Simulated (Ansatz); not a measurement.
System: Te₂Mo, space group P6_3/mmc (No. 194).

Structure:
```yaml
crystal:
  lattice:
    - [3.55664, 0.00000, 0.00000]
    - [-1.77832, 3.08014, 0.00000]
    - [0.00000, 0.00000, 15.34292]
  atoms:
    - { symbol: Te, position: [0.33333, 0.66667, 0.63215] }
    - { symbol: Te, position: [0.66667, 0.33333, 0.13215] }
    - { symbol: Te, position: [0.33333, 0.66667, 0.86785] }
    - { symbol: Te, position: [0.66667, 0.33333, 0.36785] }
    - { symbol: Mo, position: [0.33333, 0.66667, 0.25000] }
    - { symbol: Mo, position: [0.66667, 0.33333, 0.75000] }
```

Computed with Ansatz 0.2.0: elastic stress-strain coefficients at zero temperature from small strains of the given cell, Voigt order xx yy zz yz xz xy, Cartesian axes of the cell vectors; plane waves with PAW datasets, Γ-centred k mesh. Level: PBE, no spin polarisation.

```tsv
setting	value
wave cutoff	420 eV
k mesh	12×12×2
occupations	fixed
ions	relaxed
strain amplitude	0.002
```

What does the calculation give for the stiffness matrix in Voigt order?

All six eigenvalues of the matrix are positive (the least is 4 GPa), so the crystal is mechanically stable. Over all directions E runs from 4.6 to 100.9 GPa, a ratio of 22, a strong anisotropy; the crystal is close to a mechanical instability, so the softest values aren't well resolved. E is 100.8 GPa along x, 100.8 GPa along y and 4.6 GPa along z, and 12.0 GPa along the body diagonal x + y + z. The Hill averages are K = 17.6 GPa and G = 14.2 GPa, Poisson's ratio 0.18; K/G = 1.24.

Stiffness matrix C (GPa), Voigt order:
```
       xx     yy   zz   yz   xz    xy
xx  107.2   25.5  1.6  0.0  0.0   0.0
yy   25.5  107.2  1.6  0.0  0.0   0.0
zz    1.6    1.6  4.6  0.0  0.0   0.0
yz    0.0    0.0  0.0  4.0  0.0   0.0
xz    0.0    0.0  0.0  0.0  4.0   0.0
xy    0.0    0.0  0.0  0.0  0.0  40.9
```

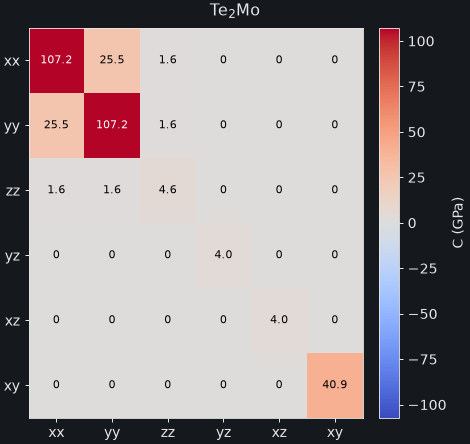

Limits of the calculation: weakly bound, no dispersion correction.
